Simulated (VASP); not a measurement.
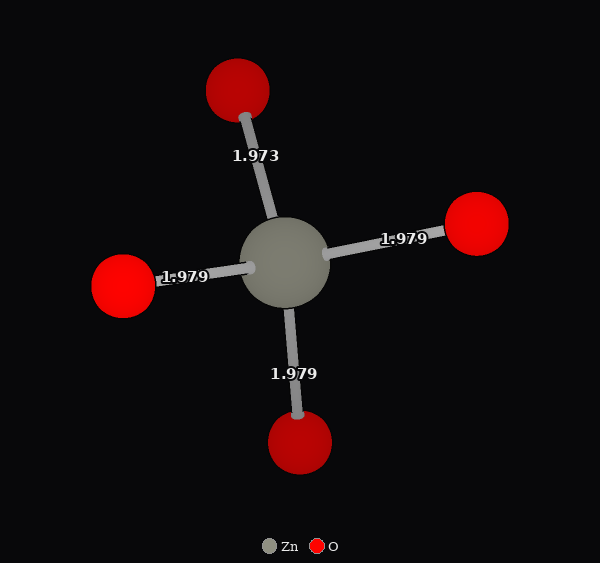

The surroundings of site Zn1 (at 0.667, 0.333, 0.000) in ZnO in space group P6_3mc, with bond lengths in Å.

Source of the atomic positions: an entry of the Crystallography Open Database, as set up for an electronic-structure calculation.

```yaml
crystal:
  lattice:
    - [3.24931, 0.00000, 0.00000]
    - [-1.62465, 2.81398, 0.00000]
    - [0.00000, 0.00000, 5.20571]
  atoms:
    - { symbol: Zn, position: [0.66667, 0.33333, 0.00000] }
    - { symbol: Zn, position: [0.33333, 0.66667, 0.50000] }
    - { symbol: O, position: [0.33333, 0.66667, 0.87901] }
    - { symbol: O, position: [0.66667, 0.33333, 0.37901] }
```

Bond valence s = exp((R0 − d)/b), R0 fitted to published crystal structures with b = 0.37 Å; R0 in Å: Zn2+–O 1.689.

Question: Calculate the bond-valence sum of Zn1 from the bonds drawn.

Answer: 1 × 0.464 + 3 × 0.457 = 1.83 v.u., against a formal valence of 2: underbonded (bonds long for this ion) by 0.17.

Question: And over the whole structure?

Answer:
```csv
site,"x, y, z",formal valence,bond-valence sum,difference
Zn1,"0.667, 0.333, 0.000",+2,1.88,-0.12
O1,"0.333, 0.667, 0.879",−2,1.88,-0.12
```

These sums include all anions within 5 Å. The global instability index (root mean square of the differences over all atoms) is 0.12 v.u.: moderate strain, common in real structures. The cell was not relaxed for this table, and a volume that is off by a few per cent shifts all sums together.
